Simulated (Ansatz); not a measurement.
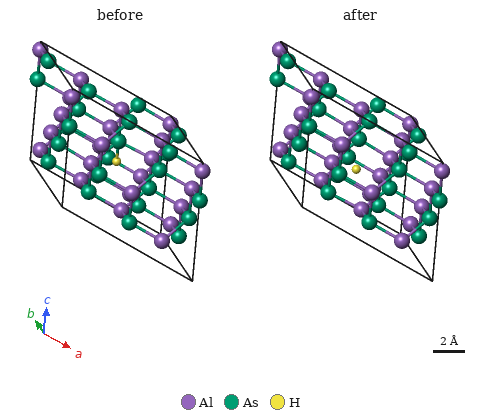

The structure of a defect cell of composition Al16As16H (cell charge −1) before (left) and after (right) a relaxation, at one scale.

Style: ball-and-stick. Shown: the cell of the calculation (origin shifted), slightly off an axis.

All numbers below come from DFT PBE, scalar-relativistic, plane waves, PAW; settings changed in Ansatz.

Input file:
```yaml
crystal:
  lattice:
    - [-5.7279123196, 5.7279123196, -5.7279123196]
    - [5.7279123196, -5.7279123196, -5.7279123196]
    - [-5.7279123196, -5.7279123196, 5.7279123196]
  atoms:
    - { symbol: Al, position: [0.4993186813, 0.2536463516, 0.2514439664] }
    - { symbol: Al, position: [0.2461190463, 0.2447688561, 0.4934469829] }
    - { symbol: Al, position: [-0.0001194278, 0.2501922832, 0.7501909733] }
    - { symbol: Al, position: [0.7493633375, 0.0006532353, 0.2501567737] }
    - { symbol: Al, position: [0.7503472026, 0.2511164873, 0.0006464079] }
    - { symbol: Al, position: [0.4998286377, 0.0016883627, 0.4988058573] }
    - { symbol: Al, position: [0.249271443, 0.0005297415, 0.7500864692] }
    - { symbol: Al, position: [-0.0001690408, 0.7501576353, 0.250162679] }
    - { symbol: Al, position: [0.9987700709, 0.9995458983, 0.997736571] }
    - { symbol: Al, position: [0.7495249609, 0.7466046458, 0.4992619076] }
    - { symbol: Al, position: [0.4967181198, 0.7554089275, 0.7497434572] }
    - { symbol: Al, position: [0.2518575528, 0.5042980746, 0.2520922404] }
    - { symbol: Al, position: [0.2503128687, 0.7510999392, 0.0006535189] }
    - { symbol: Al, position: [0.0009108673, 0.5006222409, 0.498798365] }
    - { symbol: Al, position: [0.7536940072, 0.5025968499, 0.7505489769] }
    - { symbol: Al, position: [0.4999071954, 0.5005604344, 0.0034589024] }
    - { symbol: As, position: [0.4998387435, 0.0013229463, 0.2495037653] }
    - { symbol: As, position: [0.2496117875, -0.0003397537, 0.5000488389] }
    - { symbol: As, position: [-0.0008808283, -6.4549e-05, 0.748796874] }
    - { symbol: As, position: [0.750612827, 0.751419729, 0.2507714879] }
    - { symbol: As, position: [0.7506185622, 0.0016310087, 0.0010307453] }
    - { symbol: As, position: [0.5008734306, 0.7530486304, 0.4980897355] }
    - { symbol: As, position: [0.2490942376, 0.7508207359, 0.7502644334] }
    - { symbol: As, position: [0.0005311183, 0.5006414299, 0.2494952839] }
    - { symbol: As, position: [0.0007809788, 0.7513411653, 0.0009856766] }
    - { symbol: As, position: [0.751784968, 0.5010438721, 0.4997649781] }
    - { symbol: As, position: [0.4976869654, 0.4970718737, 0.7372470837] }
    - { symbol: As, position: [0.248780859, 0.2516101803, 0.2504265621] }
    - { symbol: As, position: [0.2491290304, 0.5006492448, 3.30322e-05] }
    - { symbol: As, position: [-0.0011451373, 0.2504002481, 0.5000223389] }
    - { symbol: As, position: [0.7500662497, 0.2498487728, 0.7502631929] }
    - { symbol: As, position: [0.499793262, 0.2497280486, -0.0001043191] }
    - { symbol: H, position: [0.4990124375, 0.503830826, 0.5644419219] }
  host:
    lattice:
      - [0.0, 2.8639561598, 2.8639561598]
      - [2.8639561598, 0.0, 2.8639561598]
      - [2.8639561598, 2.8639561598, 0.0]
    atoms:
      - { symbol: Al, position: [0.0, 0.0, 0.0] }
      - { symbol: As, position: [0.75, 0.75, 0.75] }
total_charge: -1
basis:
  ecutwfc: 420
  xc_grid: 2
kpoints:
  mp_grid: { grid: [2, 2, 2], shift: [0.5, 0.5, 0.5] }
hamiltonian:
  xc: pbe
scf:
  occupations: { method: gaussian, width: 0.01 }
  convergence: { dr2_threshold: 1.0e-09 }
output:
  forces: true
  eigenvalues: true
relax:
  adjacent_minimum: "off"
  f_tol: 0.025
  max_steps: 45
```

Launched with:
```bash
ansatz run input.yaml --threads 4 --pin off --max-ram 10240MiB --backend cpu --events-out ev --progress --plain --runs-dir out
```

**Summarise the run.**

After 5 geometry steps the energy has fallen by 0.343 eV per cell of the calculation. The largest force component goes from 0.52 to 0.0067 eV/Å. The largest move is that of H33, 0.63 Å along −c. Largest moves by element: H 0.63 Å, As 0.17 Å, Al 0.10 Å. The lattice vectors keep their values. Some distances before and after: As27–H33 1.742 → 2.533 Å, Al16–As27 2.622 → 2.470 Å, Al11–As27 2.528 → 2.465 Å, Al11–As23 2.444 → 2.488 Å. Bonds break, among them: As27–H33 (1.74 → 2.53 Å). Bond angles that change, for instance: As22–Al11–As27 105.8° → 113.6°, As26–Al15–As27 106.9° → 114.0°, Al11–As27–Al16 106.2° → 111.5°.

Limits of the set-up: the cell is charged, on a uniform background, and energies carry no finite-size correction.
